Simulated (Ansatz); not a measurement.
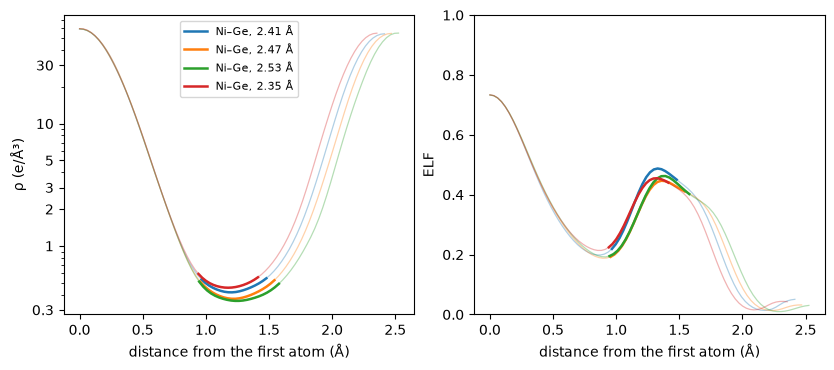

Figure. NiGe. Valence charge density (pseudo) and ELF along straight lines between neighbouring atoms. Thin, pale parts lie inside the atomic spheres.

Space group P2₁/m; not relaxed (largest force 1.0 eV/Å); computed pressure about −3 GPa in this cell; computed without spin polarisation.

All numbers below come from DFT PBE, scalar-relativistic, plane waves, PAW in Ansatz.

Core electrons are frozen (PAW), and the valence fields are smoothed inside the atomic spheres.

Input

```
crystal:
  lattice:
    - [-5.3966575547, 0.0, 0.0]
    - [0.0, -3.4808800612, 0.0]
    - [0.0, 0.0, 12.1921643144]
  atoms:
    - { symbol: Ni, position: [0.0057167796, 0.25, 0.8104341872] }
    - { symbol: Ni, position: [0.0057167796, 0.25, 0.3309391602] }
    - { symbol: Ni, position: [0.9942832204, 0.75, 0.1485558668] }
    - { symbol: Ni, position: [0.9942832204, 0.75, 0.6280508938] }
    - { symbol: Ni, position: [0.4942832204, 0.75, 0.0911916467] }
    - { symbol: Ni, position: [0.4942832204, 0.75, 0.5706866737] }
    - { symbol: Ni, position: [0.5057167796, 0.25, 0.8677984073] }
    - { symbol: Ni, position: [0.5057167796, 0.25, 0.3883033803] }
    - { symbol: Ge, position: [0.1896731024, 0.25, 0.0419232557] }
    - { symbol: Ge, position: [0.1896731024, 0.25, 0.5214182827] }
    - { symbol: Ge, position: [0.8103268976, 0.75, 0.9170667983] }
    - { symbol: Ge, position: [0.8103268976, 0.75, 0.4375717713] }
    - { symbol: Ge, position: [0.3103268976, 0.75, 0.7611657962] }
    - { symbol: Ge, position: [0.3103268976, 0.75, 0.2816707692] }
    - { symbol: Ge, position: [0.6896731024, 0.25, 0.1978242578] }
    - { symbol: Ge, position: [0.6896731024, 0.25, 0.6773192848] }
basis:
  ecutwfc: 420
kpoints:
  mp_grid: { grid: [7, 11, 4] }
hamiltonian:
  xc: pbe
scf:
  occupations: { method: gaussian, width: 0.15 }
output:
  forces: true
  stress: true
  eigenvalues: true
  write_density: true
  write_potential: true
  elf: true
  volumetric_format: npy
```

Launched as:

```sh
ansatz run input.yaml --threads 2 --pin off --max-ram 5120MiB --backend cpu --events-out ev --progress --plain --runs-dir out
```

Below, planes, directions and counts refer to the conventional cell (a = 5.40 Å, b = 3.48 Å, c = 12.19 Å, α = 90.00°, β = 90.00°, γ = 90.00°).

Question: What can be read from the curves?

Answer: Ni–Ge (2.41 Å): ρ at the midpoint is about 0.42 e/Å³; the ELF is about 0.45 at the midpoint.
Ni–Ge (2.47 Å): ρ is about 0.37 e/Å³ halfway; the ELF is about 0.40 at the midpoint.
Ni–Ge (2.53 Å): ρ is about 0.36 e/Å³ halfway; the ELF is about 0.40 at the midpoint.
Ni–Ge (2.35 Å): ρ at the midpoint is about 0.46 e/Å³; the ELF is about 0.40 at the midpoint.
